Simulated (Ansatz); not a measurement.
**Run report: Ga6HN6, geometry relaxation (part 2 of 3)**

Continued. System: Ga6HN6 (slab, 26 atoms in the cell). Method: DFT PBE+D3(BJ), scalar-relativistic, plane waves, PAW, no spin polarisation (Ansatz 0.2.0); cutoff 420 eV, 3×3×1 k-mesh, Gaussian smearing of 0.05 eV. The structure derives from an entry of the Crystallography Open Database. The input holds or restrains some coordinates. Forces given for the steps count only the free coordinates. It belongs to a series of runs on one base structure; here: 1 H2 a cell, tilted, over a bridge N-N site.

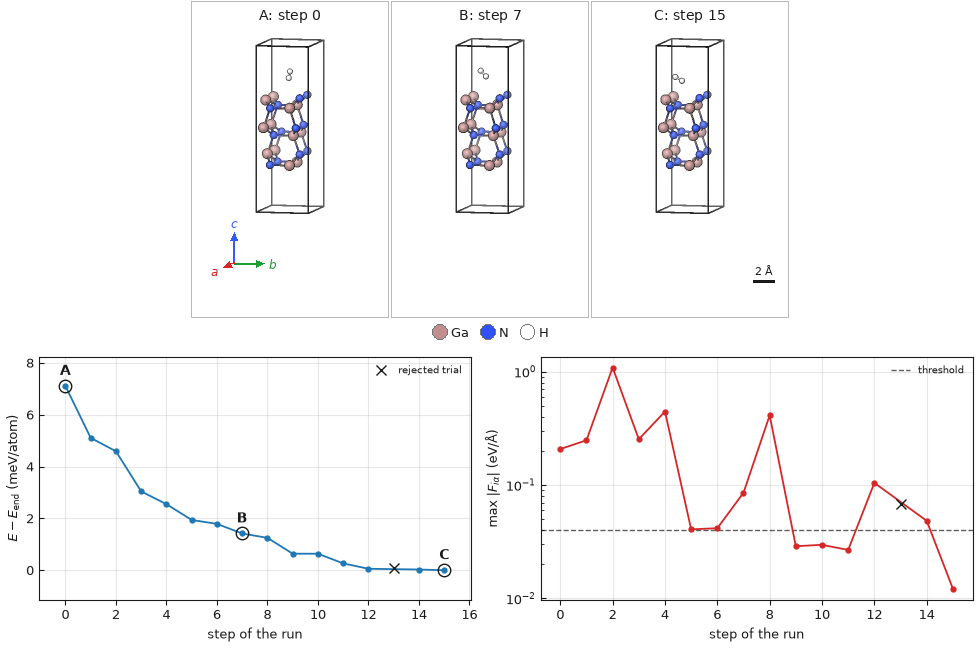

Frames of the restrained relaxation (ball-and-stick view of the cell of the calculation, with the vacuum cut short (origin shifted), seen slightly off an axis) above the curves, on which the letters mark them (the first geometry is step 0 here and step 1 in the log).

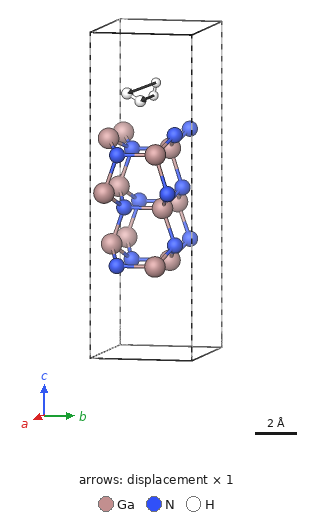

Start (faint) and end (solid) with the displacements as black arrows, at true length (ball-and-stick view of the cell of the calculation, with the vacuum cut short (origin shifted), seen slightly off an axis). Over 15 geometry steps the energy falls by 7.1 meV per atom. Largest force component: 0.21 eV/Å at the start, 0.012 eV/Å at the end. The line search rejected the trial step at point 13 (counted from 0) and went back. The atom that moves furthest is H26 (1.54 Å). Largest moves by element: H 1.54 Å, Ga 0.03 Å, N 0.02 Å. The cell stays as it was. Among the contacts that change: H25–H26 0.750 → 0.767 Å, N15–Ga17 2.050 → 2.044 Å, Ga13–N19 2.035 → 2.030 Å. (Atoms are counted from 1 in the order of the input.)

```
SCF converged after 8 iterations
Free energy (F): -50043.844192 eV
Harris-Foulkes:  -50043.844192 eV  (|F-HF|=1.36e-8)
Internal energy: -50043.844192 eV  (E = F + TS)
E sigma→0 (E₀):  -50043.844192 eV
Fermi energy:    0.365993 eV
Dipole field:    D = 0.006357 V/Å  (p = 0.029413 e·Å, saw-weighted, corrected)
Work function:   Φ+ = 4.5352 eV   Φ− = 4.6950 eV
Levels:          The Fermi level and band energies are counted from a zero that moves with the ramp; work functions are not
--- Per-component energies (eV) ---
  E_band       = -2247.103509
  E_kinetic    = 2973.265468
  E_local      = -272586.170496  (includes V_loc(G=0)·N_el)
  E_nonlocal   = 5690.154485
  E_hartree    = 134265.811901
  E_xc         = -1556.659226
  E_vxc        = -1622.541364  (∫ρ·V_xc dr)
  E_paw        = -25435.898338  (= ΣΔE_a)
  E_vpaw       = -5235.168043  (= ΣTr[D̂ρ^β])
  E_aug_tail   = -0.002023  (compensation charges beyond the density's cutoff)
  E_efield     = 0.000093  (sawtooth field / dipole correction)
  E_vefield    = 1.737483  (∫n·V_field dr)
  E_ewald      = 106610.276644
  E_disp       = -4.622701  (pairwise vdW)
  E_smearing   = -0.000000  (= −TS)
  E_closure    = 0.000000  (closes the sum)
  Σ components = -50043.844192   (vs F -50043.844192, Δ=0.00e0)
--- Forces (eV/Å), atoms counted from 1 ---
  atom   1  Ga     0.00044252    -2.00718358     1.47549312
  atom   2  Ga    -0.00045926    -2.00713668     1.47560977
  atom   3  N     -0.00008067     0.68036795     0.36880812
  atom   4  N      0.00013018     0.68032685     0.36892248
  atom   5  Ga    -0.00018894     1.09251239    -1.62604283
  atom   6  Ga     0.00025960     1.09303862    -1.62019221
  atom   7  N     -0.00004428     0.50962401    -1.18127268
  atom   8  N      0.00015755     0.51105985    -1.17885209
  atom   9  Ga    -0.00035908    -0.34989593     0.38505894
  atom  10  Ga     0.00075536    -0.34541174     0.40270152
  atom  11  N     -0.00074042     0.08317340     0.55376207
  atom  12  N      0.00158516     0.06800718     0.57669519
  atom  13  Ga    -0.00205995    -0.00410107     0.00832900
  atom  14  Ga     0.00248899    -0.00451438     0.00563063
  atom  15  N      0.00132926     0.00033936    -0.00195521
  atom  16  N     -0.00078359     0.00016079    -0.00169952
  atom  17  Ga    -0.00605441    -0.00881552     0.00469724
  atom  18  Ga     0.00724509    -0.00397784     0.00641565
  atom  19  N      0.00432418    -0.00169904     0.00212480
  atom  20  N     -0.00413030     0.00524283     0.00097746
  atom  21  Ga    -0.00398624     0.01125995    -0.00482997
  atom  22  Ga     0.00383890     0.00624257    -0.01220836
  atom  23  N      0.00296394    -0.00148093    -0.00068532
  atom  24  N     -0.00493965    -0.00888521    -0.00877078
  atom  25  H     -0.00238672    -0.00786705     0.00891903
  atom  26  H      0.00065262     0.00965539    -0.00762007
  max |Σ_I F_I| component: 4.22e-5 eV/Å
--- Band table (eV; the first three rows and the last of 5) ---
  k-point 0: bands = ["-16.3541", "-16.0341", "-15.8333", "-15.7553", "-15.7009", "-15.4901", "-15.4520", "-15.3381", "-15.3153", "-15.2264", "-14.7466", "-14.6690", "-14.3796", "-14.3695", "-14.3575", "-14.3452", "-14.3364", "-14.3178", "-14.2880", "-14.2879", "-14.2235", "-14.2218", "-14.2195", "-14.2117", "-14.1779", "-14.1604", "-14.0216", "-14.0151", "-14.0129", "-14.0121", "-13.9564", "-13.9345", "-13.9066", "-13.9059", "-13.8959", "-13.8456", "-13.8390", "-13.8139", "-13.8081", "-13.8060", "-13.7981", "-13.7863", "-13.7507", "-13.7364", "-13.7285", "-13.6865", "-13.6474", "-13.6018", "-13.4711", "-13.4609", "-13.4524", "-13.4055", "-13.3970", "-13.3587", "-13.3369", "-13.3100", "-13.2931", "-13.2417", "-13.2062", "-13.1701", "-13.1221", "-13.1157", "-12.6628", "-12.6237", "-12.5788", "-12.2127", "-11.9094", "-11.8970", "-11.8160", "-11.6422", "-11.4641", "-11.3699", "-7.2730", "-6.7812", "-6.5070", "-6.4889", "-6.4784", "-6.2677", "-6.0188", "-6.0139", "-5.3325", "-4.9805", "-4.8637", "-4.7725", "-4.7277", "-4.5453", "-4.0223", "-3.8810", "-3.8347", "-3.2870", "-3.0852", "-2.9287", "-2.7078", "-2.6927", "-2.5642", "-2.5086", "-1.8608", "-1.8424", "-1.8306", "-1.8176", "-1.4255", "-1.1923", "-0.9105", "-0.8278", "-0.7372", "-0.5647", "-0.4613", "-0.2787", "-0.0134", "0.7454", "1.9380", "2.0243", "3.0336", "3.6970", "4.3284", "4.3466", "4.5898", "4.9790", "5.0530", "5.1149", "5.1807", "5.2101", "5.3155", "5.5392", "5.6339", "5.6955", "5.7160", "6.0098", "6.1873", "6.4419", "6.4529", "6.4868", "6.8049", "7.2879", "7.5154"]
  k-point 1: bands = ["-16.1606", "-15.9293", "-15.8059", "-15.7065", "-15.6666", "-15.4847", "-15.4763", "-15.3083", "-15.2993", "-15.2065", "-14.6783", "-14.6316", "-14.3728", "-14.3703", "-14.3630", "-14.3544", "-14.3343", "-14.3064", "-14.2982", "-14.2955", "-14.2246", "-14.2217", "-14.2129", "-14.2075", "-14.1806", "-14.1571", "-14.0084", "-13.9966", "-13.9933", "-13.9844", "-13.9665", "-13.9570", "-13.9426", "-13.9091", "-13.9043", "-13.8463", "-13.8407", "-13.8196", "-13.8144", "-13.7994", "-13.7952", "-13.7904", "-13.7443", "-13.7230", "-13.7064", "-13.6941", "-13.5961", "-13.5494", "-13.4734", "-13.4660", "-13.4561", "-13.3973", "-13.3829", "-13.3540", "-13.3052", "-13.2983", "-13.2861", "-13.2451", "-13.2099", "-13.1737", "-13.1230", "-13.1175", "-12.9601", "-12.6197", "-12.5640", "-12.4737", "-12.3054", "-12.1018", "-12.0773", "-11.8538", "-11.6757", "-11.3514", "-7.1483", "-6.8895", "-6.7514", "-6.6093", "-6.5727", "-6.2045", "-6.1648", "-5.8239", "-5.7367", "-5.5979", "-5.1838", "-3.8582", "-3.6707", "-3.5105", "-3.3390", "-3.2080", "-3.1671", "-3.1316", "-2.7416", "-2.6939", "-2.5986", "-2.4867", "-2.2968", "-2.2944", "-2.0807", "-1.9617", "-1.8791", "-1.7471", "-1.6951", "-1.5441", "-1.4412", "-0.9174", "-0.8667", "-0.7791", "-0.3382", "-0.2590", "-0.2457", "1.4290", "1.8180", "2.5766", "2.9346", "3.7288", "4.1334", "4.2589", "4.3873", "4.3935", "4.6564", "4.9200", "5.0557", "5.2187", "5.3378", "5.4772", "5.7107", "5.7267", "5.9262", "6.1255", "6.4406", "6.8288", "6.8998", "6.9470", "7.0875", "7.1448", "7.1841"]
  k-point 2: bands = ["-16.2043", "-15.9447", "-15.9369", "-15.8026", "-15.6404", "-15.5341", "-15.4179", "-15.3622", "-15.2924", "-15.2487", "-14.7201", "-14.6819", "-14.3983", "-14.3906", "-14.3868", "-14.3604", "-14.3179", "-14.2728", "-14.2605", "-14.2601", "-14.2568", "-14.2351", "-14.2181", "-14.2014", "-14.1360", "-14.1151", "-14.0442", "-14.0296", "-14.0215", "-13.9699", "-13.9447", "-13.9233", "-13.9172", "-13.9085", "-13.8882", "-13.8727", "-13.8480", "-13.8303", "-13.8265", "-13.7807", "-13.7792", "-13.7616", "-13.7589", "-13.7299", "-13.7293", "-13.6994", "-13.6962", "-13.5853", "-13.5559", "-13.4789", "-13.4752", "-13.4400", "-13.3719", "-13.3674", "-13.3219", "-13.3195", "-13.3121", "-13.2201", "-13.2024", "-13.1775", "-13.1573", "-13.1371", "-13.1145", "-12.8466", "-12.4845", "-12.1146", "-12.0760", "-11.8122", "-11.6874", "-11.5636", "-11.3709", "-11.3171", "-7.0012", "-6.6238", "-6.4180", "-6.2626", "-6.2259", "-6.0511", "-5.9426", "-5.4734", "-5.2781", "-4.9930", "-4.8089", "-4.7171", "-4.6929", "-4.2580", "-4.1788", "-4.0118", "-3.8082", "-3.6117", "-3.4112", "-3.2548", "-3.0839", "-2.8911", "-2.6782", "-2.3502", "-2.1537", "-2.1183", "-2.0088", "-1.7588", "-1.6539", "-1.4288", "-1.3784", "-1.0163", "-0.9734", "-0.7844", "-0.6301", "-0.3960", "-0.2367", "1.3344", "1.7578", "2.4590", "3.0987", "3.9694", "4.4575", "4.8166", "4.9832", "5.0591", "5.1753", "5.4400", "5.5051", "5.7077", "5.7578", "5.8485", "5.9211", "6.1391", "6.2923", "6.3442", "6.4194", "6.5433", "6.6464", "6.7046", "6.9175", "7.1221", "7.2063"]
  k-point 4: bands = ["-16.0504", "-15.8712", "-15.8565", "-15.7450", "-15.6092", "-15.5130", "-15.4319", "-15.3438", "-15.2709", "-15.2249", "-14.6611", "-14.6389", "-14.3951", "-14.3884", "-14.3871", "-14.3610", "-14.3282", "-14.2755", "-14.2671", "-14.2658", "-14.2563", "-14.2406", "-14.2166", "-14.2018", "-14.1300", "-14.1104", "-14.0323", "-14.0179", "-14.0139", "-13.9803", "-13.9434", "-13.9333", "-13.9228", "-13.8983", "-13.8757", "-13.8735", "-13.8583", "-13.8423", "-13.8239", "-13.7910", "-13.7872", "-13.7584", "-13.7538", "-13.7424", "-13.7254", "-13.6575", "-13.6398", "-13.5357", "-13.5233", "-13.4842", "-13.4618", "-13.4026", "-13.3681", "-13.3644", "-13.3258", "-13.3234", "-13.2912", "-13.1940", "-13.1703", "-13.1559", "-13.1440", "-13.0959", "-13.0608", "-12.7944", "-12.7240", "-12.4946", "-12.3436", "-12.2019", "-12.1173", "-11.7548", "-11.7074", "-11.4666", "-6.8613", "-6.5001", "-6.3927", "-6.2947", "-6.0029", "-5.8584", "-5.8127", "-5.6785", "-5.5229", "-5.2523", "-4.9225", "-4.4571", "-4.2473", "-3.6670", "-3.5950", "-3.5528", "-3.4991", "-3.2006", "-3.0202", "-2.9282", "-2.7649", "-2.7290", "-2.7062", "-2.4262", "-2.3522", "-2.0303", "-1.8722", "-1.7867", "-1.6364", "-1.6300", "-1.5743", "-1.4030", "-1.0709", "-0.8339", "-0.6861", "-0.2662", "-0.2614", "1.5856", "1.7570", "2.7749", "3.2042", "4.1574", "4.2455", "4.7253", "4.7933", "5.0217", "5.1792", "5.3508", "5.4603", "5.5941", "5.7492", "5.9507", "6.0824", "6.2149", "6.3115", "6.4589", "6.5525", "6.6738", "6.8275", "6.8820", "6.9629", "7.0697", "7.1838"]
--- Relaxed structure (16 steps of the walk, 15 accepted, 0 SCFs on fresh bases) ---
  F+E_penalty+E_count = -50043.84419236 eV   max|allowed force component| = 1.221e-2 eV/Å
  atoms:
    - { symbol: Ga, position: [0.5, 0.000811033, 0.31819547750000005] }
    - { symbol: Ga, position: [0.0, 0.000811033, 0.31819547750000005] }
    - { symbol: N, position: [0.5, 0.624188967, 0.31819547750000005] }
    - { symbol: N, position: [0.0, 0.624188967, 0.31819547750000005] }
    - { symbol: Ga, position: [0.75, 0.500811033, 0.3548980634] }
    - { symbol: Ga, position: [0.25, 0.500811033, 0.3548980634] }
    - { symbol: N, position: [0.75, 0.124188967, 0.3548980634] }
    - { symbol: N, position: [0.25, 0.124188967, 0.3548980634] }
    - { symbol: Ga, position: [0.75, 0.000811033, 0.4283032352] }
    - { symbol: Ga, position: [0.25, 0.000811033, 0.4283032352] }
    - { symbol: N, position: [0.75, 0.624188967, 0.4283032352] }
    - { symbol: N, position: [0.25, 0.624188967, 0.4283032352] }
    - { symbol: Ga, position: [-0.00018092619244166786, 0.49895379576237103, 0.46290377319995557] }
    - { symbol: Ga, position: [0.5001870907962814, 0.49893642482014994, 0.4629108684362085] }
    - { symbol: N, position: [-0.0001299094360721233, 0.12321255407356298, 0.46405968468786307] }
    - { symbol: N, position: [0.500134002134878, 0.12318843543494232, 0.4640680485853021] }
    - { symbol: Ga, position: [-0.0001680677878321739, 0.004226546030039352, 0.5415340710981509] }
    - { symbol: Ga, position: [0.5002608645095822, 0.0041473866437163, 0.5415503221789534] }
    - { symbol: N, position: [-0.000481153069680561, 0.6282711960205684, 0.5390845524860114] }
    - { symbol: N, position: [0.5005726378730101, 0.6281869081740732, 0.5390979829133936] }
    - { symbol: Ga, position: [0.2500488433456739, 0.4693987037364787, 0.56379028310885] }
    - { symbol: Ga, position: [0.7500442917047133, 0.47024319421222144, 0.5651614444003126] }
    - { symbol: N, position: [0.2500232616384748, 0.12235301720787048, 0.574259599653231] }
    - { symbol: N, position: [0.7500850297690616, 0.1215977021016198, 0.574886031515282] }
    - { symbol: H, position: [0.7511075520801376, 0.7826235004468258, 0.6410281595238819] }
    - { symbol: H, position: [0.7507865344368378, 0.6531786106104931, 0.6555910238659007] }
```

Trajectory as extended XYZ (Å, eV, eV/Å), 9 of the 16 frames kept, from step=1 to step=16:
```
26
Lattice="6.3931 0.0000 0.0000 0.0000 5.2086 0.0000 0.0000 0.0000 25.1418" Properties=species:S:1:pos:R:3:forces:R:3 step=1 energy=-50043.65935
Ga    3.1966    0.0042    8.0000   -0.0009  -2.0030   1.4807
Ga    0.0000    0.0042    8.0000    0.0008  -2.0029   1.4809
N     3.1966    3.2511    8.0000    0.0001   0.6792   0.3693
N     0.0000    3.2511    8.0000   -0.0001   0.6793   0.3697
Ga    4.7948    2.6085    8.9228   -0.0001   1.0867  -1.6283
Ga    1.5983    2.6085    8.9228    0.0001   1.0859  -1.6286
N     4.7948    0.6468    8.9228    0.0001   0.5090  -1.1926
N     1.5983    0.6468    8.9228    0.0002   0.5092  -1.1953
Ga    4.7948    0.0042   10.7683    0.0021  -0.3440   0.4016
Ga    1.5983    0.0042   10.7683   -0.0022  -0.3431   0.3987
N     4.7948    3.2511   10.7683   -0.0014   0.0737   0.5822
N     1.5983    3.2511   10.7683    0.0017   0.0710   0.5840
Ga    0.0000    2.5968   11.6373   -0.0041  -0.0077  -0.0127
Ga    3.1966    2.5968   11.6373    0.0043  -0.0070  -0.0205
N     0.0000    0.6409   11.6655    0.0074   0.0021   0.0069
N     3.1966    0.6409   11.6655   -0.0040   0.0033   0.0165
Ga    0.0000    0.0225   13.6205   -0.0095   0.0075  -0.0197
Ga    3.1966    0.0225   13.6205   -0.0176   0.0330  -0.1068
N     0.0000    3.2756   13.5560    0.0006   0.0091   0.0186
N     3.1966    3.2756   13.5560    0.0004   0.0217   0.0236
Ga    1.5983    2.4462   14.1829   -0.0056   0.0040   0.0098
Ga    4.7948    2.4462   14.1829    0.0125  -0.0372  -0.0228
N     1.5983    0.6394   14.4377    0.0107  -0.0100   0.0054
N     4.7948    0.6394   14.4377    0.0469   0.1167  -0.2079
H     3.9957    4.5618   16.3177    0.0023   0.0354   0.0808
H     4.2451    4.7479   17.0001   -0.0446  -0.1705   0.2063
```
